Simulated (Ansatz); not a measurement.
Consider SnO₂.

Input

```
crystal:
  lattice:
    - [4.73514617, 0.0, 0.0]
    - [0.0, 5.75091223, 0.0]
    - [0.0, 0.0, 5.24711425]
  atoms:
    - { symbol: Sn, position: [0.5, 0.66544775, 0.75] }
    - { symbol: Sn, position: [0.0, 0.83455225, 0.25] }
    - { symbol: Sn, position: [0.5, 0.33455225, 0.25] }
    - { symbol: Sn, position: [0.0, 0.16544775, 0.75] }
    - { symbol: O, position: [0.73030504, 0.60712347, 0.07860358] }
    - { symbol: O, position: [0.23030504, 0.89287653, 0.92139642] }
    - { symbol: O, position: [0.76969496, 0.89287653, 0.57860358] }
    - { symbol: O, position: [0.26969496, 0.60712347, 0.42139642] }
    - { symbol: O, position: [0.73030504, 0.39287653, 0.57860358] }
    - { symbol: O, position: [0.23030504, 0.10712347, 0.42139642] }
    - { symbol: O, position: [0.76969496, 0.10712347, 0.07860358] }
    - { symbol: O, position: [0.26969496, 0.39287653, 0.92139642] }
basis:
  ecutwfc: 420
kpoints:
  mp_grid: { grid: [6, 6, 6] }
hamiltonian:
  xc: lda
scf:
  occupations: { method: gaussian, width: 0.02 }
output:
  forces: true
  stress: true
  eigenvalues: true
  write_density: true
  write_potential: true
  elf: true
  volumetric_format: npy
relax:
  adjacent_minimum: "off"
  f_tol: 0.005
  max_steps: 80
  cell: { stress_tol: 0.05 }
```

Launched as:

```sh
ansatz run input.yaml --threads 4 --pin off --max-ram 12288MiB --backend cpu --events-out ev --progress --plain --runs-dir out
```

Below, planes, directions and counts refer to the conventional cell (a = 4.70 Å, b = 5.70 Å, c = 5.20 Å, α = 90.00°, β = 90.00°, γ = 90.00°).

The fields are those of the run's last geometry, not of the input's.

Space group Pbcn; a structure from a database of computed crystals, not necessarily the ambient phase.

All numbers below come from DFT LDA, scalar-relativistic, plane waves, PAW (Ansatz 0.2.0).

Q: What will maps of the valence pseudo-density and electron localisation function show?

A: Sn–O (2.02 Å): the density is about 0.73 e/Å³ at the midpoint; the ELF peaks at about 0.80 in the valence shell of O, 0.6 Å from its nucleus, and is about 0.25 at the midpoint (no shared electron pair shows on this line).
Sn–O (2.10 Å): the density is about 0.62 e/Å³ at the midpoint; the ELF peaks at about 0.85 in the valence shell of O, 0.6 Å from its nucleus, and is about 0.25 at the midpoint: no localised pair shows between them.

Q: Does the calculation give a band gap?

A: It is gapped, with a Kohn–Sham gap of 1.5 eV on the k-point mesh (the band edges may lie off the mesh, which would make the gap smaller).

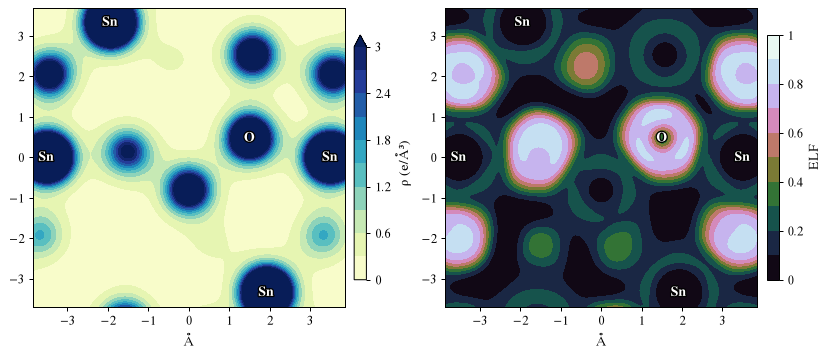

Computed valence pseudo-density and electron localisation function on the (111) plane of the conventional cell, in this order. Atoms just off the plane (Sn, 0.5 Å away and O, 0.4 Å away) can leave unmarked features too.

In a PAW calculation such maps are meaningful between the atoms, not at the nuclei.
